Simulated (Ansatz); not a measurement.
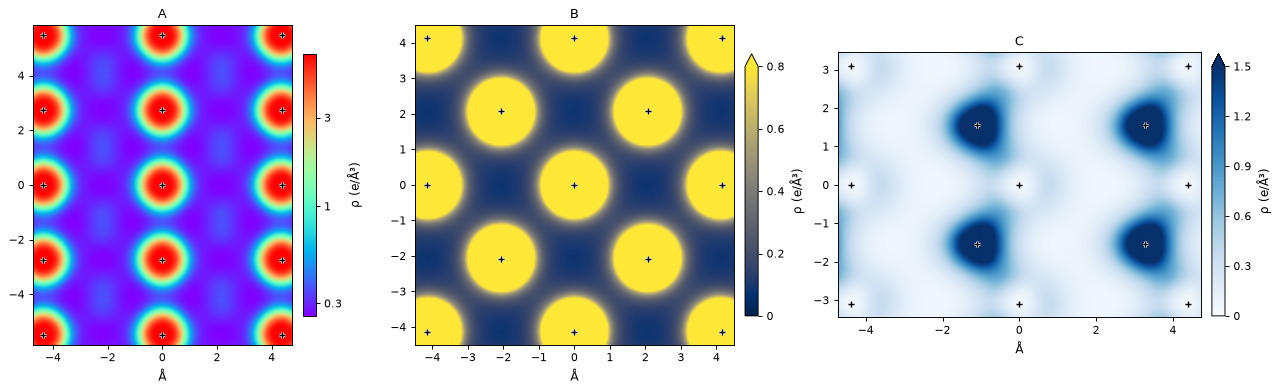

The valence charge density (pseudo) of 3 systems, each on a plane through atoms (crosses mark nuclei in the plane).

These are results of DFT PBE, scalar-relativistic, plane waves, PAW (Ansatz 0.2.0), not measurements.

System 1: Ag, the (010) plane of the conventional cell. Space group Fm-3m; computed without spin polarisation.

```
Ag
1.0
     4.14718    0.00000    0.00000
     0.00000    4.14718    0.00000
     0.00000    0.00000    4.14718
Ag
4
Cartesian
  0.0000 0.0000 0.0000
  2.0736 2.0736 0.0000
  2.0736 0.0000 2.0736
  0.0000 2.0736 2.0736
```

System 2: SiC, the (110) plane of the conventional cell. Space group F-43m.

```
CELL_PARAMETERS angstrom
4.37973 0.00000 0.00000
0.00000 0.00000 -4.37973
0.00000 4.37973 0.00000
ATOMIC_POSITIONS crystal
Si 0.50000 0.50000 0.00000
Si 0.00000 0.50000 0.50000
Si 0.00000 0.00000 0.00000
Si 0.50000 0.00000 0.50000
C 0.75000 0.75000 0.25000
C 0.25000 0.75000 0.75000
C 0.25000 0.25000 0.25000
C 0.75000 0.25000 0.75000
```

System 3: Mo, the (101̄) plane of the standardised cell. Space group C2/m; changed on purpose from its base cell (band edges of the strained film's bulk); computed pressure about 7 GPa in this cell; computed without spin polarisation.

**Match each panel to its system.**

Panel A is system 3, Mo: the plane holds Mo. Mo–Mo (2.75 Å): ρ is about 0.36 e/Å³ halfway. Panel B is system 1, Ag: the plane holds Ag. Ag–Ag (2.93 Å): ρ at the midpoint is about 0.2 e/Å³. Panel C is system 2, SiC: the plane holds Si and C. Si–C (1.90 Å): ρ is about 0.87 e/Å³ halfway.
